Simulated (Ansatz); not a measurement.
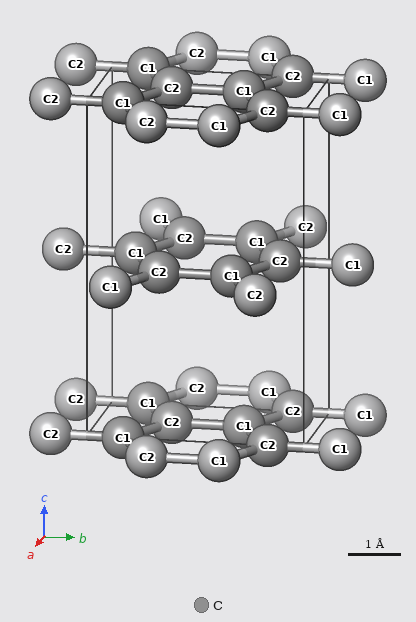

**Figure 1.** The structure of run A (ball-and-stick view of the cell 4 times as large as that of the calculation, set on its symmetry axes, seen slightly off an axis; neighbours outside the cell are drawn fainter; atoms are numbered from 1 in the order of the input). An atom can appear more than once, as a periodic image. Near neighbours in the periodic cell (some may lie outside the picture): C has 3 C at 1.42 Å.

## Two runs on C

System: C (2 atoms in the cell).
Method of run A: DFT PBE, scalar-relativistic, plane waves, PAW, no spin polarisation (Ansatz 0.2.0).

The structure derives from an entry of the Crystallography Open Database. Text and figures count atoms from 1; the logs count them from 0 in places.

### The input, run A
```yaml
crystal:
  lattice:
    - [0.0, 2.127, 3.348]
    - [1.228, 0.0, 3.348]
    - [1.228, 2.127, 0.0]
  atoms:
    - { symbol: C, position: [0.16667, 0.83333, 0.16667] }
    - { symbol: C, position: [0.83333, 0.16667, 0.83333] }
basis:
  ecutwfc: 420
kpoints:
  mp_grid: { grid: [14, 14, 14] }
hamiltonian:
  xc: pbe
scf:
  occupations: { method: gaussian, width: 0.02 }
output:
  forces: true
  stress: true
  eigenvalues: true
  write_density: true
  write_potential: true
  elf: true
  volumetric_format: npy
relax:
  adjacent_minimum: "off"
  f_tol: 0.005
  max_steps: 80
  cell: { stress_tol: 0.05 }
```

Command:
```bash
ansatz run input.yaml --threads 2 --pin off --max-ram 5120MiB --backend cpu --events-out ev --progress --plain --runs-dir out
```

Hardware: 2 threads of AMD EPYC (Zen 5), 32 GiB of memory available, shared host.

### Output, shortened to warnings, some set-up lines, iterations and results (run A)
```
Basis set: ecut = 420 eV, 333 PW (Γ), exchange–correlation on 54×48×36 points (8 copies of the dense FFT grid, shifted against one another)
Symmetry: 8 space group operations
k-points: 428 of 2744
Initial density: superposition of atomic densities (neutral atoms: chi_scale 0, normalization atom), corrected by the library's trained network
[...]
SCF iter   1: F=—  HF=-501.851109 eV  |F-HF|=—  |Δ(HF+E_count)|=         —  Δρ=2.27e-3  dr2=7.19e-4  ethr=1.77e-3  ⟨swp⟩=4.9  Hψ=23049  notcnv=0
SCF iter   2: F=—  HF=-501.851632 eV  |F-HF|=—  |Δ(HF+E_count)|=   5.24e-4  Δρ=1.18e-3  dr2=1.86e-4  ethr=8.99e-6  ⟨swp⟩=2.9  Hψ=10132  notcnv=0
SCF iter   3: F=—  HF=-501.851728 eV  |F-HF|=—  |Δ(HF+E_count)|=   9.60e-5  Δρ=2.49e-4  dr2=7.62e-6  ethr=2.33e-6  ⟨swp⟩=2.0  Hψ=6431  notcnv=0
SCF iter   4: F=—  HF=-501.851733 eV  |F-HF|=—  |Δ(HF+E_count)|=   4.51e-6  Δρ=8.05e-5  dr2=4.55e-7  ethr=9.52e-8  ⟨swp⟩=2.2  Hψ=5025  notcnv=0
SCF iter   5: F=-501.851733 eV  HF=-501.851733 eV  |F-HF|=5.10e-10  |Δ(HF+E_count)|=   2.77e-7  Δρ=4.83e-6  dr2=2.24e-9  ethr=5.69e-9  ⟨swp⟩=2.3  Hψ=4910  notcnv=0
[... 157 lines ...]
SCF iter   2: F=—  HF=-501.888510 eV  |F-HF|=—  |Δ(HF+E_count)|=   6.34e-7  Δρ=2.29e-5  dr2=1.43e-8  ethr=8.40e-10  ⟨swp⟩=2.8  Hψ=5180  notcnv=0
SCF iter   3: F=—  HF=-501.888510 eV  |F-HF|=—  |Δ(HF+E_count)|=   1.09e-7  Δρ=2.00e-6  dr2=1.22e-10  ethr=1.79e-10  ⟨swp⟩=2.2  Hψ=5074  notcnv=0
SCF iter   4: F=-501.888510 eV  HF=-501.888510 eV  |F-HF|=3.98e-12  |Δ(HF+E_count)|=  9.31e-10  Δρ=1.80e-7  dr2=2.24e-12  ethr=1.00e-12  ⟨swp⟩=6.6  Hψ=13798  notcnv=0
SCF 25 converged in 4 iterations: F = -501.888510 eV  dr2 = 2.24e-12
relax step  25: F+E_penalty+E_count = -501.88851032 eV  Δ(F+E_penalty+E_count) = -4.818e-4 eV  max|allowed force component| = 6.352e-5 eV/Å  Δτ_max = 0.0000 Å  P = +0.009 GPa …
basis re-selected at this cell: Δ(F+E_penalty+E_count) = -4.818e-4 eV, ΔP = +0.008 GPa vs the last step (what re-selecting the basis moved, of the pressure what is left beyond the Pulay correction that the steps carried, after the strain that the cell walked since its last selection, with what the …
SCF converged after 4 iterations
Free energy (F): -501.888510 eV
Harris-Foulkes:  -501.888510 eV  (|F-HF|=3.98e-12)
Internal energy: -501.888510 eV  (E = F + TS)
E sigma→0 (E₀):  -501.888510 eV
Fermi energy:    4.551248 eV
--- Per-component energies (eV) ---
  E_band       = -36.984204
  E_kinetic    = 181.603834
  E_local      = -458.977954  (includes V_loc(G=0)·N_el)
  E_nonlocal   = 54.568833
  E_hartree    = 159.078393
  E_xc         = -95.921512
  E_vxc        = -118.741644  (∫ρ·V_xc dr)
  E_paw        = -198.677254  (= ΣΔE_a)
  E_vpaw       = -13.594069  (= ΣTr[D̂ρ^β])
  E_aug_tail   = 0.000015  (compensation charges beyond the density's cutoff)
  E_ewald      = -143.562866
  E_smearing   = -0.000000  (= −TS)
  E_closure    = 0.000000  (closes the sum)
  Σ components = -501.888510   (vs F -501.888510, Δ=0.00e0)
--- Forces (eV/Å), atoms counted from 1 ---
  atom   1  C      0.00000000    -0.00006352     0.00000000
  atom   2  C     -0.00000000     0.00006352     0.00000000
  max |Σ_I F_I| component: 1.36e-20 eV/Å
--- Stress (GPa, compression-positive) ---
       -0.006909      -0.000000      -0.000000
       -0.000000      -0.007182      -0.000000
       -0.000000      -0.000000       0.040239
  P = ⅓ Tr σ = 0.0087 GPa (0.087 kbar)
--- Relaxed structure (17 steps of the walk, 17 accepted, 8 SCFs on fresh bases) ---
  F+E_penalty+E_count = -501.88851032 eV   max|allowed force component| = 6.352e-5 eV/Å   (the final SCF, on the basis selected at the relaxed cell)
  cell:  # Å, volume = 22.6682 Å³
    - [0.0, 2.1360309728713576, 4.302611872124557]
    - [1.2332396434537176, 0.0, 4.302611872124557]
    - [1.2332396434537176, 2.1360309728713576, 0.0]
  atoms:
    - { symbol: C, position: [0.16667121932584728, 0.8333287806741527, 0.16667121932584728] }
[...]
```

For run B the input was changed thus:
```diff
-  occupations: { method: gaussian, width: 0.02 }
+  occupations: { method: methfessel_paxton, width: 0.3 }
-  write_density: true
-  write_potential: true
-  elf: true
-  volumetric_format: npy
```

How does run B compare with run A?

The total energy of run B is 0.04 meV per atom higher, which comes with the changed settings and measures no stability. The volume per atom goes from 11.33 to 11.36 Å³. The SCF takes 142 iterations over all geometry steps against 117.

### Output, shortened to warnings, some set-up lines, iterations and results (run B)
```
Basis set: ecut = 420 eV, 333 PW (Γ), exchange–correlation on 54×48×36 points (8 copies of the dense FFT grid, shifted against one another)
Symmetry: 8 space group operations
k-points: 428 of 2744
Initial density: superposition of atomic densities (neutral atoms: chi_scale 0, normalization atom), corrected by the library's trained network
[...]
SCF iter   1: F=—  HF=-501.850826 eV  |F-HF|=—  |Δ(HF+E_count)|=         —  Δρ=2.29e-3  dr2=7.36e-4  ethr=1.77e-3  ⟨swp⟩=5.0  Hψ=22214  notcnv=0
SCF iter   2: F=—  HF=-501.851245 eV  |F-HF|=—  |Δ(HF+E_count)|=   4.19e-4  S|Δr|=    0.00e0  Δρ=1.17e-3  dr2=1.81e-4  ethr=9.21e-6  ⟨swp⟩=2.5  Hψ=8403  notcnv=0
SCF iter   3: F=—  HF=-501.851343 eV  |F-HF|=—  |Δ(HF+E_count)|=   9.78e-5  S|Δr|=    0.00e0  Δρ=2.11e-4  dr2=5.31e-6  ethr=2.26e-6  ⟨swp⟩=2.0  Hψ=4964  notcnv=0
SCF iter   4: F=—  HF=-501.851348 eV  |F-HF|=—  |Δ(HF+E_count)|=   5.00e-6  S|Δr|=    0.00e0  Δρ=6.36e-5  dr2=2.35e-7  ethr=6.64e-8  ⟨swp⟩=2.4  Hψ=5134  notcnv=0
SCF iter   5: F=-501.851348 eV  HF=-501.851348 eV  |F-HF|=4.40e-10  |Δ(HF+E_count)|=   3.26e-7  S|Δr|=    0.00e0  Δρ=4.01e-6  dr2=1.52e-9  ethr=1.25e-9  ⟨swp⟩=5.9  Hψ=17716  …
[... 196 lines ...]
SCF iter   2: F=—  HF=-501.888434 eV  |F-HF|=—  |Δ(HF+E_count)|=   6.92e-7  S|Δr|=    0.00e0  Δρ=2.18e-5  dr2=1.31e-8  ethr=7.67e-10  ⟨swp⟩=2.8  Hψ=5168  notcnv=0
SCF iter   3: F=—  HF=-501.888434 eV  |F-HF|=—  |Δ(HF+E_count)|=   1.03e-7  S|Δr|=    0.00e0  Δρ=1.87e-6  dr2=1.04e-10  ethr=1.63e-10  ⟨swp⟩=2.2  Hψ=5075  notcnv=0
SCF iter   4: F=-501.888434 eV  HF=-501.888434 eV  |F-HF|=2.79e-12  |Δ(HF+E_count)|=  8.29e-10  S|Δr|=    0.00e0  Δρ=1.61e-7  dr2=1.78e-12  ethr=1.00e-12  ⟨swp⟩=7.1  Hψ=15816 …
SCF 32 converged in 4 iterations: F = -501.888434 eV  dr2 = 1.78e-12
relax step  32: F+E_penalty+E_count = -501.88843400 eV  Δ(F+E_penalty+E_count) = -4.649e-4 eV  max|allowed force component| = 3.849e-5 eV/Å  Δτ_max = 0.0000 Å  P = +0.006 GPa …
basis re-selected at this cell: Δ(F+E_penalty+E_count) = -4.649e-4 eV, ΔP = +0.008 GPa vs the last step (what re-selecting the basis moved, of the pressure what is left beyond the Pulay correction that the steps carried, after the strain that the cell walked since its last selection, with what the …
SCF converged after 4 iterations
Stability not checked: this state was not tested for a lower state beside it, because cold or Methfessel-Paxton smearing, or corrected tetrahedra, fill the levels in a way that the test cannot read (fill_not_monotonic; see scf.lower_state_search)
Free energy (F): -501.888434 eV
Harris-Foulkes:  -501.888434 eV  (|F-HF|=2.79e-12)
Internal energy: -501.889075 eV  (E = F + TS)
E sigma→0 (E₀):  -501.888594 eV
Entropy (-TS):   0.000641 eV (0.321 meV/atom)
Fermi energy:    4.492901 eV
Step filling:    the computed levels leave a gap of 1.0415 eV = 3.5 smearing widths at the electron count; against every level under it full and every level over it empty, smearing changes F+E_penalty+E_count by +0.077 meV and its σ→0 estimate by -0.083 meV
--- Per-component energies (eV) ---
  E_band       = -37.164323
  E_kinetic    = 181.603504
  E_local      = -460.824452  (includes V_loc(G=0)·N_el)
  E_nonlocal   = 54.568666
  E_hartree    = 159.911773
  E_xc         = -95.921472
  E_vxc        = -118.741561  (∫ρ·V_xc dr)
  E_paw        = -198.677224  (= ΣΔE_a)
  E_vpaw       = -13.594038  (= ΣTr[D̂ρ^β])
  E_aug_tail   = 0.000015  (compensation charges beyond the density's cutoff)
  E_ewald      = -142.549887
  E_smearing   = 0.000641  (= −TS)
  E_closure    = 0.000000  (closes the sum)
  Σ components = -501.888434   (vs F -501.888434, Δ=0.00e0)
--- Forces (eV/Å), atoms counted from 1 ---
  atom   1  C      0.00000000    -0.00003849     0.00000000
  atom   2  C      0.00000000     0.00003849     0.00000000
  max |Σ_I F_I| component: 0.00e0 eV/Å
--- Stress (GPa, compression-positive) ---
       -0.008437       0.000000       0.000000
        0.000000      -0.008608       0.000000
        0.000000       0.000000       0.035781
  P = ⅓ Tr σ = 0.0062 GPa (0.062 kbar)
--- Relaxed structure (23 steps of the walk, 23 accepted, 9 SCFs on fresh bases) ---
  F+E_penalty+E_count = -501.88843400 eV   max|allowed force component| = 3.849e-5 eV/Å   (the final SCF, on the basis selected at the relaxed cell)
[...]
```

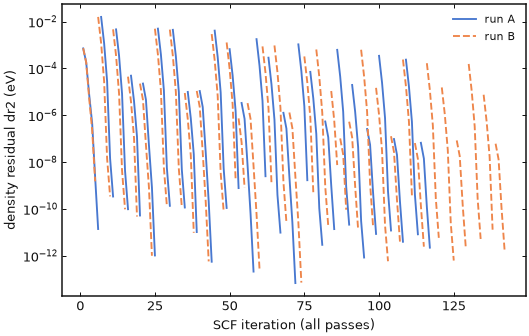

**Figure 2.** Convergence of the two runs: density residual dr2 against the SCF iteration. A break in a curve parts two SCF passes. Run A takes 117 iterations in all, and run B takes 142.

### The two runs side by side

```tsv
quantity	run A	run B
outcome	converged	converged
free energy per atom (eV)	−250.9443	−250.9442
gap on the mesh (eV)	1.04	1.04
pressure (GPa)	0.01	0.01
volume per atom (Å³)	11.33	11.36
largest force (eV/Å)	0.000	0.000
SCF iterations	117	142
irreducible k-points	428	428
wall time (shared host)	32 s	41 s
```

For run B: These settings are looser than, or depart from, a standard set-up, so the numbers are not reference values for this system. So coarse a mesh can miss the band edges, so the true gap of this method can be much smaller, or zero.
